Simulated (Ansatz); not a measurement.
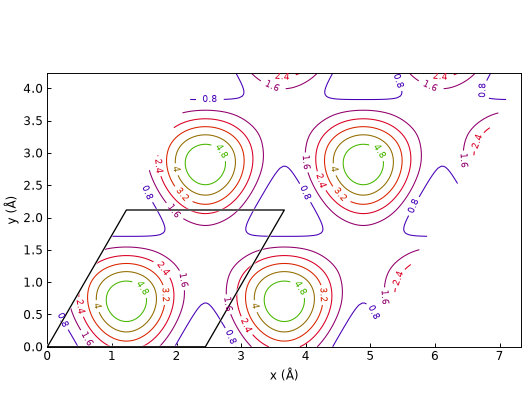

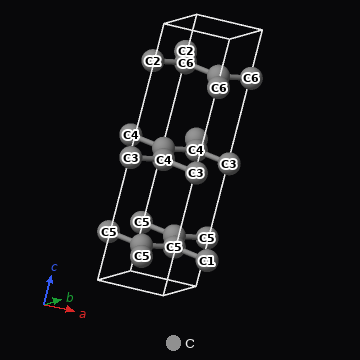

Energy landscape of C (C2/m, No. 12; 6 atoms in the cell). The crystal above one (0 0 1) plane is slid rigidly over the crystal below it (one fault a cell, nothing relaxed). Places are given modulo a cell vector. The map is drawn in real space over the plane of the slide. Grid: 6 × 6 points; 21 points were computed and 15 follow by symmetry. Energies: meV/Å², counted from the lowest grid point. Level of theory: DFT LDA, scalar-relativistic, plane waves, PAW (Ansatz 0.2.0). Settings: cutoff 420 eV, k-mesh 12×12×3 in the order of the run's cell vectors, gaussian smearing 0.05 eV, no spin polarisation.

In the figure: contour lines labelled in meV/Å², the outline of one cell of the 2 × 2 shown. Between grid points the surface is interpolated. The second picture is the structure at the lowest point

Where are the wells?

The lowest grid point is at (0/6, 0/6) of the cell vectors. It is the only kind of minimum in the scanned range. The highest grid point, (2/6, 2/6) of the cell vectors, lies 5.60 meV/Å² above the lowest. On the interpolated surface the easiest way out of the lowest well to its copy in the next cell or period passes a barrier of about 1.1 meV/Å².
